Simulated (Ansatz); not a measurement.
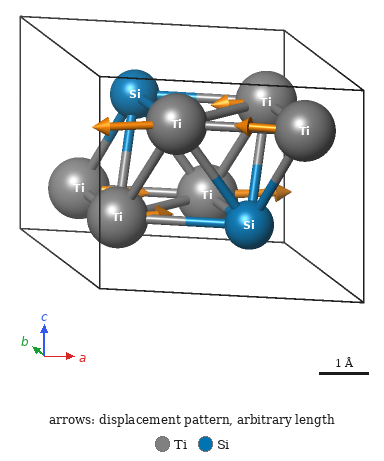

The lowest optical mode of a crystal of Ti3Si, space group P6₃/mmc (No. 194), at the zone centre. Displacements are drawn as orange arrows; their common scale and sign are arbitrary. The picture is a ball-and-stick view of the cell of the calculation, seen slightly off an axis.

Computed with DFT PBEsol, scalar-relativistic, plane waves, PAW in Ansatz.

Input file:
```yaml
crystal:
  lattice:
    - [5.5798487606, 0.0, 0.0]
    - [-2.7899243803, 4.832290776, 0.0]
    - [0.0, 0.0, 4.4880980615]
  atoms:
    - { symbol: Ti, position: [0.3426840011, 0.1713420006, 0.75] }
    - { symbol: Ti, position: [0.8286579994, 0.1713420006, 0.75] }
    - { symbol: Ti, position: [0.8286579994, 0.6573159989, 0.75] }
    - { symbol: Ti, position: [0.6573159989, 0.8286579994, 0.25] }
    - { symbol: Ti, position: [0.1713420006, 0.8286579994, 0.25] }
    - { symbol: Ti, position: [0.1713420006, 0.3426840011, 0.25] }
    - { symbol: Si, position: [0.3333333333, 0.6666666667, 0.75] }
    - { symbol: Si, position: [0.6666666667, 0.3333333333, 0.25] }
basis:
  ecutwfc: 420
kpoints:
  mp_grid: { grid: [6, 6, 8] }
hamiltonian:
  xc: pbesol
scf:
  occupations: { method: fermi_dirac, width: 0.15 }
output:
  eigenvalues: true
phonons:
  method: dfpt
  eigenvectors: true
  qmesh: [2, 2, 2]
  temperatures: { t_max: 1000, t_step: 100 }
  qpath:
    path:
      - [[0.0, 0.0, 0.0], [0.5, 0.0, 0.0], [0.33333333, 0.33333333, 0.0], [0.0, 0.0, 0.0], [0.0, 0.0, 0.5], [0.5, 0.0, 0.5], [0.33333333, 0.33333333, 0.5], [0.0, 0.0, 0.5]]
      - [[0.5, 0.0, 0.5], [0.5, 0.0, 0.0]]
      - [[0.33333333, 0.33333333, 0.5], [0.33333333, 0.33333333, 0.0]]
    npoints: 8
```

Launched with:
```bash
ansatz run input.yaml --threads 4 --pin off --max-ram 12288MiB --backend cpu --events-out ev --progress --plain --runs-dir out
```

The frequencies depend somewhat on the k-mesh and the smearing.

Is this crystal at a minimum with respect to the drawn distortion?

Answer. Yes: this softest mode has a real frequency, and so have all others here. That speaks for this wave vector alone: the rest of the zone wasn't checked in this run. This is the E₂g mode (doubly degenerate; one member of the set is drawn) at 84 cm⁻¹, the lowest optical level, Raman-active by symmetry. The Si atoms hardly move; atoms of one kind move against one another, with no net shift of their sublattice.
